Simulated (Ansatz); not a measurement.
## Geometry relaxation, with input and output: ZnSe

- system: ZnSe (F-43m, 2 atoms in the cell)
- method: DFT LDA, scalar-relativistic, plane waves, PAW, no spin polarisation (Ansatz 0.2.0)

The structure derives from an entry of the Crystallography Open Database. It belongs to a series of runs on one base structure; here: cell and atoms relaxed tightly for response. Figures and captions count atoms from 1; the log counts them from 0 in places.

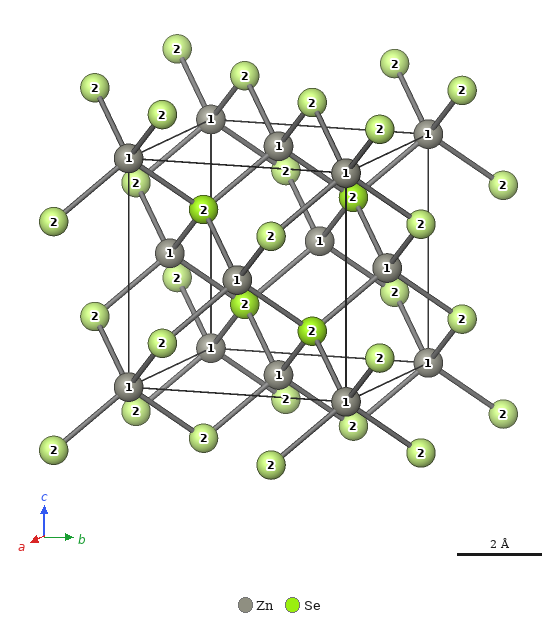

**Figure 1.** The input geometry (ball-and-stick view of the cell 4 times as large as that of the calculation, set on its symmetry axes, seen slightly off an axis; neighbours outside the cell are drawn fainter; atoms are numbered from 1 in the order of the input).

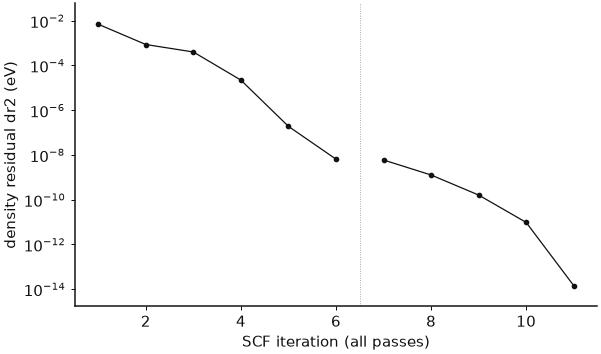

**Figure 2.** Convergence of the self-consistent field: density residual dr2 against the SCF iteration. The dotted lines part the SCF passes of the relaxation: geometry steps, rejected trials and re-solves on a re-selected basis. The passes take 6 and 5 iterations.

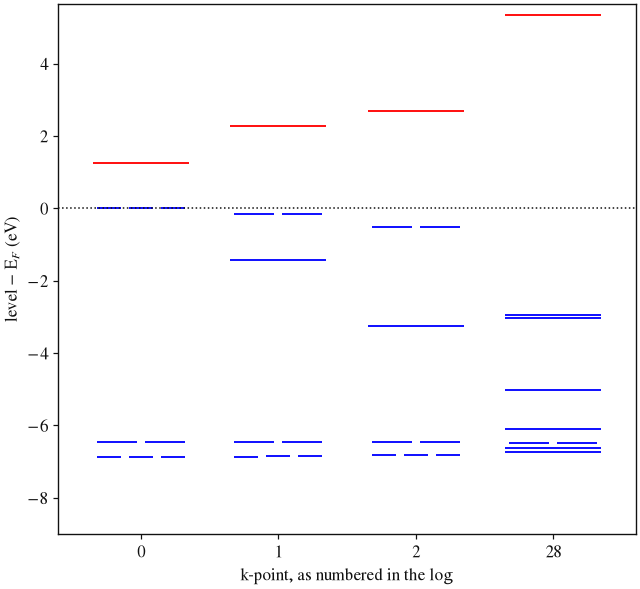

**Figure 3.** Kohn–Sham levels near the Fermi level (dotted) at the few k-points that the log prints; levels within 0.02 eV of each other stand side by side. Among these points the highest filled and lowest empty levels are 1.25 eV apart, which is the gap on the mesh.

The input and output of the run follow.

The input:
```yaml
crystal:
  lattice:
    - [0.0, 2.7837680022, 2.7837680022]
    - [2.7837680022, 0.0, 2.7837680022]
    - [2.7837680022, 2.7837680022, 0.0]
  atoms:
    - { symbol: Zn, position: [0.0, 0.0, 0.0] }
    - { symbol: Se, position: [0.75, 0.75, 0.75] }
basis:
  ecutwfc: 420
kpoints:
  mp_grid: { grid: [8, 8, 8] }
hamiltonian:
  xc: lda
scf:
  occupations: { method: fixed }
output:
  forces: true
  stress: true
  eigenvalues: true
relax:
  adjacent_minimum: "off"
  f_tol: 0.001
  max_steps: 60
  cell: { stress_tol: 0.01 }
```

Launch command:
```bash
ansatz run input.yaml --threads 1 --pin off --max-ram 3072MiB --backend cpu --events-out ev --progress --plain --runs-dir out
```

Log:
```
Engine: ansatz 0.2.0, x86_64-unknown-linux-gnu
Pseudopotentials: kind: paw
Pseudopotential: Zn, paw, valence charge 12, recommended cutoff 420 eV (normal), Zn.paw.azcp
Pseudopotential: Se, paw, valence charge 16, recommended cutoff 420 eV (normal), Se.paw.azcp
Functional definition: SPW92
  exchange = slater_x
  correlation = pw_c
Crystal: 2 atoms, lattice volume = 43.145 Å³
Basis set: ecut = 420 eV, 869 PW (Γ)
Bands: 18, of which v1, the nominal top of the filled ones, is band 14 counted from 1 (13 counted from 0)
Symmetry: 24 space group operations
Space group: F-43m (ITA 216), of the structure as read, at distance tolerance 3.5e-5 Å
k-points: 29 of 512 (time reversal used)
Non-local potential: Zn, projectors of the file, l = 0: 2, l = 1: 2, l = 2: 3, l = 3: 1
Non-local potential: Se, projectors of the file, l = 0: 2, l = 1: 2, l = 2: 3, l = 3: 1
PAW form: soft (Blöchl's): semilocal exchange-correlation on the pseudo side does not see the compensation charge
PAW frozen core: Zn, regenerated for the run's functional, and the local potential with it (the file was generated under x = pbe(κ = 0.804, μ = 0.2195149727645171), c = pbe(β = 0.06672455060314922))
PAW frozen core: Se, regenerated for the run's functional, and the local potential with it (the file was generated under x = pbe(κ = 0.804, μ = 0.2195149727645171), c = pbe(β = 0.06672455060314922))
PAW one-centre angular grid: Zn, 590 points (default); XC on 64 Gauss nodes
PAW one-centre angular grid: Se, 590 points (default); XC on 64 Gauss nodes
Initial density: superposition of atomic densities (neutral atoms: chi_scale 0, normalization atom), corrected by the library's trained network
Initial wavefunctions: pseudopotential atomic-orbital guess
Functional: x = slater, c = lda
SCF iter   1: F=—  HF=-8630.852605 eV  |F-HF|=—  |Δ(HF+E_count)|=         —  Δρ=5.37e-3  dr2=6.95e-3  ethr=1.77e-3  ⟨swp⟩=4.8  Hψ=2411  notcnv=0  defer=50
preconditioner: auto → none  [insulator: Δε(μ)=1.216 eV  Ē_g=12.128 eV  n_scr=14 (ndim 8)  ℏωp=24.0 eV  f_vac=0.102  ε∞_Penn≈4.9]
SCF iter   2: F=—  HF=-8630.850460 eV  |F-HF|=—  |Δ(HF+E_count)|=   2.15e-3  Δρ=2.02e-3  dr2=8.63e-4  ethr=2.48e-5  ⟨swp⟩=2.1  Hψ=1053  notcnv=0  defer=53
SCF iter   3: F=—  HF=-8630.850355 eV  |F-HF|=—  |Δ(HF+E_count)|=   1.05e-4  Δρ=1.46e-3  dr2=4.00e-4  ethr=3.08e-6  ⟨swp⟩=2.0  Hψ=817  notcnv=0  defer=53
SCF iter   4: F=—  HF=-8630.850248 eV  |F-HF|=—  |Δ(HF+E_count)|=   1.07e-4  Δρ=2.54e-4  dr2=2.21e-5  ethr=1.43e-6  ⟨swp⟩=2.0  Hψ=813  notcnv=0  defer=52
SCF iter   5: F=—  HF=-8630.850237 eV  |F-HF|=—  |Δ(HF+E_count)|=   1.10e-5  Δρ=2.05e-5  dr2=1.89e-7  ethr=7.88e-8  ⟨swp⟩=2.0  Hψ=769  notcnv=0
SCF iter   6: F=-8630.850237 eV  HF=-8630.850237 eV  |F-HF|=2.89e-8  |Δ(HF+E_count)|=   5.21e-8  Δρ=4.94e-6  dr2=6.47e-9  ethr=3.57e-10  ⟨swp⟩=7.0  Hψ=2529  notcnv=0
SCF 1 converged in 6 iterations: F = -8630.850237 eV  dr2 = 6.47e-9
  greatest PAW one-centre occupation: 1.000 electrons in one spin orbital (limit 2), on the Se atom at site 1 (counted from 0), in its partial waves of l = 2
relax step   1: F+E_penalty+E_count = -8630.85023706 eV  Δ(F+E_penalty+E_count) = +0.000e0 eV  max|allowed force component| = 1.596e-16 eV/Å  Δτ_max = 0.0000 Å  P = -0.003 GPa  Ω = 43.145 Å³  (6 SCF iters, dr2 threshold 1.00e-7 eV, accepted)
Initial density: handed on by an earlier stage of this run
Initial wavefunctions: pseudopotential atomic-orbital guess (no wavefunctions were taken with the density)
iter 1 solved again at ethr=2.54e-8 eV; its pass at ethr=3.10e-3 eV (dr2=7.11e-6 eV) is discarded
SCF iter   1: F=—  HF=-8630.850236 eV  |F-HF|=—  |Δ(HF+E_count)|=         —  Δρ=4.70e-6  dr2=5.93e-9  ethr=2.54e-8  ⟨swp⟩=3.4  Hψ=3891  notcnv=0  defer=54
preconditioner: auto → none  [insulator: Δε(μ)=1.250 eV  Ē_g=12.144 eV  n_scr=14 (ndim 8)  ℏωp=24.0 eV  f_vac=0.093  ε∞_Penn≈4.9]
SCF iter   2: F=—  HF=-8630.850237 eV  |F-HF|=—  |Δ(HF+E_count)|=   6.25e-7  Δρ=2.64e-6  dr2=1.27e-9  ethr=2.12e-11  ⟨swp⟩=2.6  Hψ=1001  notcnv=0  defer=35
SCF iter   3: F=—  HF=-8630.850237 eV  |F-HF|=—  |Δ(HF+E_count)|=  2.13e-10  Δρ=1.04e-6  dr2=1.61e-10  ethr=4.52e-12  ⟨swp⟩=2.7  Hψ=896  notcnv=0  defer=35
SCF iter   4: F=—  HF=-8630.850237 eV  |F-HF|=—  |Δ(HF+E_count)|=  2.55e-11  Δρ=2.44e-7  dr2=9.63e-12  ethr=5.74e-13 (applied; sched 1.00e-12)  ⟨swp⟩=2.0  Hψ=852  notcnv=0  defer=35
SCF iter   5: F=-8630.850237 eV  HF=-8630.850237 eV  |F-HF|=1.82e-12  |Δ(HF+E_count)|=  3.64e-12  Δρ=6.78e-9  dr2=1.44e-14  ethr=1.00e-12  ⟨swp⟩=5.5  Hψ=2917  notcnv=0
SCF 2 converged in 5 iterations: F = -8630.850237 eV  dr2 = 1.44e-14
relax step   2: F+E_penalty+E_count = -8630.85023707 eV  Δ(F+E_penalty+E_count) = -1.470e-8 eV  max|allowed force component| = 1.619e-16 eV/Å  Δτ_max = 0.0000 Å  P = -0.003 GPa  Ω = 43.145 Å³  stress off target by 2.69e-3 GPa  SCF on the basis re-selected at this cell (its energy is not comparable with the rows above)  (5 SCF iters)
basis re-selected at this cell: Δ(F+E_penalty+E_count) = -1.470e-8 eV, ΔP = -0.000 GPa vs the last step (what re-selecting the basis moved, of the pressure what is left beyond the Pulay correction that the steps carried, after the strain that the cell walked since its last selection, with what the two solves' SCF thresholds leave and, on support functions, any second-order correction that the steps lacked; it is no measure of the basis error at this ecutwfc). This SCF's stress stands 2.69e-3 GPa from its target on what of the cell is left free (relax.cell.stress_tol is 1.00e-2 GPa) and its largest allowed force component is 1.62e-16 eV/Å (relax.f_tol is 1.00e-3 eV/Å): within both
SCF converged after 5 iterations
Free energy (F): -8630.850237 eV
Harris-Foulkes:  -8630.850237 eV  (|F-HF|=1.82e-12)
Internal energy: -8630.850237 eV  (E = F + TS)
E sigma→0 (E₀):  -8630.850237 eV
Fermi energy:    7.207482 eV
--- Per-component energies (eV) ---
  E_band       = -377.489650
  E_kinetic    = 252.137552
  E_local      = -4322.951174  (includes V_loc(G=0)·N_el)
  E_nonlocal   = 27.337654
  E_hartree    = 2001.387369
  E_xc         = -239.796212
  E_vxc        = -152.902362  (∫ρ·V_xc dr)
  E_paw        = -3582.893270  (= ΣΔE_a)
  E_vpaw       = -183.885104  (= ΣTr[D̂ρ^β])
  E_aug_tail   = -0.000959  (compensation charges beyond the density's cutoff)
  E_ewald      = -2769.845702
  E_core_change = 3.774504  (= ΣΔE_core)
  E_smearing   = -0.000000  (= −TS)
  E_closure    = -0.000000  (closes the sum)
  Σ components = -8630.850237   (vs F -8630.850237, Δ=0.00e0)
--- Forces (eV/Å), atoms counted from 1 ---
  atom   1  Zn    -0.00000000     0.00000000    -0.00000000
  atom   2  Se     0.00000000    -0.00000000    -0.00000000
  max |Σ_I F_I| component: 1.94e-16 eV/Å
--- Stress (GPa, compression-positive) ---
       -0.002691      -0.000000       0.000000
        0.000000      -0.002691       0.000000
       -0.000000       0.000000      -0.002691
  P = ⅓ Tr σ = -0.0027 GPa (-0.027 kbar)
--- Band table (eV; the first three rows and the last of 29) ---
  k-point 0: bands = ["-39.9567", "-39.9567", "-39.9567", "-39.9512", "-39.9512", "-6.4694", "0.3423", "0.3423", "0.3423", "0.7522", "0.7522", "7.2075", "7.2075", "7.2075", "8.4572", "12.9065", "12.9065", "12.9065"]
  k-point 1: bands = ["-39.9567", "-39.9567", "-39.9567", "-39.9512", "-39.9512", "-6.3580", "0.3459", "0.3599", "0.3599", "0.7505", "0.7505", "5.7930", "7.0379", "7.0379", "9.4833", "12.8602", "13.1796", "13.1796"]
  k-point 2: bands = ["-39.9567", "-39.9566", "-39.9566", "-39.9512", "-39.9512", "-6.0668", "0.3956", "0.3985", "0.3985", "0.7519", "0.7519", "3.9533", "6.6797", "6.6797", "9.9025", "13.5760", "13.5760", "13.7667"]
  k-point 28: bands = ["-39.9567", "-39.9566", "-39.9563", "-39.9512", "-39.9510", "-5.2774", "0.4604", "0.5722", "0.7095", "0.7190", "1.0983", "2.1945", "4.1833", "4.2517", "12.5565", "12.9010", "14.1380", "14.7697"]
--- Relaxed structure (1 steps of the walk, 1 accepted, 1 SCFs on fresh bases) ---
  F+E_penalty+E_count = -8630.85023707 eV   max|allowed force component| = 1.619e-16 eV/Å   (the final SCF, on the basis selected at the relaxed cell)
  cell:  # Å, volume = 43.1449 Å³
    - [0.0, 2.7837680022, 2.7837680022]
    - [2.7837680022, 0.0, 2.7837680022]
    - [2.7837680022, 2.7837680022, 0.0]
  atoms:
    - { symbol: Zn, position: [0.0, 0.0, 0.0] }
    - { symbol: Se, position: [0.75, 0.75, 0.75] }
```

Trajectory as extended XYZ (Å, eV, eV/Å), 2 frames, from step=1 to step=2:
```
2
Lattice="0.0000 2.7838 2.7838 2.7838 0.0000 2.7838 2.7838 2.7838 0.0000" Properties=species:S:1:pos:R:3:forces:R:3 step=1 energy=-8630.85024 pressure_GPa=-0.00
Zn    0.0000    0.0000    0.0000    0.0000   0.0000   0.0000
Se    4.1757    4.1757    4.1757    0.0000   0.0000   0.0000
2
Lattice="0.0000 2.7838 2.7838 2.7838 0.0000 2.7838 2.7838 2.7838 0.0000" Properties=species:S:1:pos:R:3:forces:R:3 step=2 energy=-8630.85024 pressure_GPa=-0.00
Zn    0.0000    0.0000    0.0000    0.0000   0.0000   0.0000
Se    4.1757    4.1757    4.1757    0.0000   0.0000   0.0000
```

Key numbers:

| quantity | value |
| --- | --- |
| outcome | converged |
| space group (tolerance 0.01 Å) | F-43m (216) |
| electrons treated | 28 |
| free energy | −8630.8502 eV |
| Fermi energy | 7.207 eV |
| gap on the k-point mesh | 1.25 eV |
| pressure | 0.00 GPa |
| final volume | 43.14 Å³ |
| largest force (length of the vector) at the end | under 0.001 eV/Å |
| final cell | a = 3.937 Å, b = 3.937 Å, c = 3.937 Å, α = 60.00°, β = 60.00°, γ = 60.00° |
| hardware | 1 thread of Intel Xeon @ 2.50GHz (Skylake/Cascade Lake), 192 GiB of memory available, shared host |
| wall time | 6.8 s |
| peak memory | 0.38 GiB |
